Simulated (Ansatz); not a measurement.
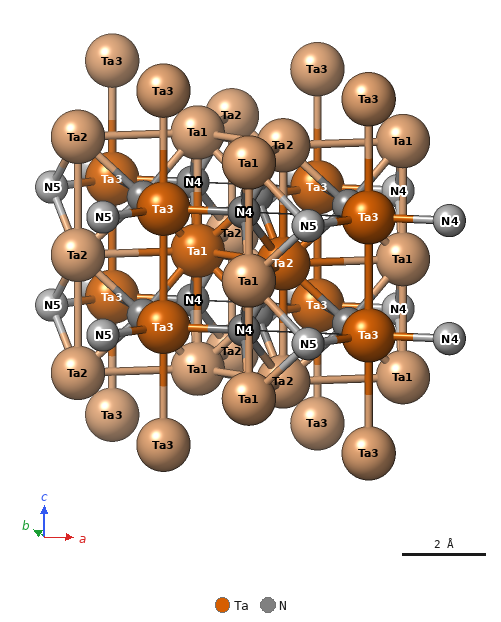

*The structure as given in the input (ball-and-stick view of the cell of the calculation, seen slightly off an axis; neighbours outside the cell are drawn fainter; atoms are numbered from 1 in the order of the input). An atom can appear more than once, as a periodic image.*

## TaN: single-point calculation (part 1 of 3)

TaN (6 atoms in the cell), computed with DFT, PBE, plane waves, PAW, spin-polarised (Ansatz 0.2.0).

The structure derives from an entry of the Crystallography Open Database. Some settings of this run were made unusual or wrong on purpose. Figures and captions count atoms from 1; the log counts them from 0 in places.

### The program's output
```
Engine: ansatz 0.2.0, aarch64-unknown-linux-gnu
Pseudopotentials: kind: paw
Pseudopotential: Ta, paw, valence charge 13, recommended cutoff 420 eV (normal), Ta.paw.azcp
Pseudopotential: N, paw, valence charge 5, recommended cutoff 420 eV (normal), N.paw.azcp
Functional definition: PBE
  parameter kappa = 0.804
  parameter beta = 0.06672455060314922
  exchange = pbe_x(kappa = kappa, mu = beta*pi^2/3)
  correlation = pbe_c(beta = beta)
Crystal: 6 atoms, lattice volume = 68.063 Å³
Basis set: ecut = 420 eV, 1287 PW (Γ), exchange–correlation on 72×72×40 points (8 copies of the dense FFT grid, shifted against one another)
Bands: 36, of which v1, the nominal top of the filled ones, is band 27 counted from 1 (26 counted from 0)
Symmetry: 12 space group operations
Space group: P-62m (ITA 189), of the structure as read, at distance tolerance 4.1e-5 Å
Magnetic group: BNS 189.221 (UNI 1451), of the structure as read, at distance tolerance 4.1e-5 Å
k-points: 35 of 288 (time reversal used)
Non-local potential: Ta, projectors of the file, l = 0: 3, l = 1: 2, l = 2: 2, l = 3: 1
Non-local potential: N, projectors of the file, l = 0: 2, l = 1: 2, l = 2: 1
PAW form: soft (Blöchl's): semilocal exchange-correlation on the pseudo side does not see the compensation charge
PAW one-centre angular grid: Ta, 590 points (default); XC on 64 Gauss nodes
PAW one-centre angular grid: N, 110 points (default); XC on 64 Gauss nodes
Initial density: superposition of atomic densities (chi_scale 0.1, normalization cell, long waves kept (reshape's long-wave potential 0.01 eV rms))
Starting moments: Σ|m| = 6 μB on 3 of 6 sites
Initial wavefunctions: pseudopotential atomic-orbital guess
Functional: x = pbe(κ = 0.804, μ = 0.2195149727645171), c = pbe(β = 0.06672455060314922)
```
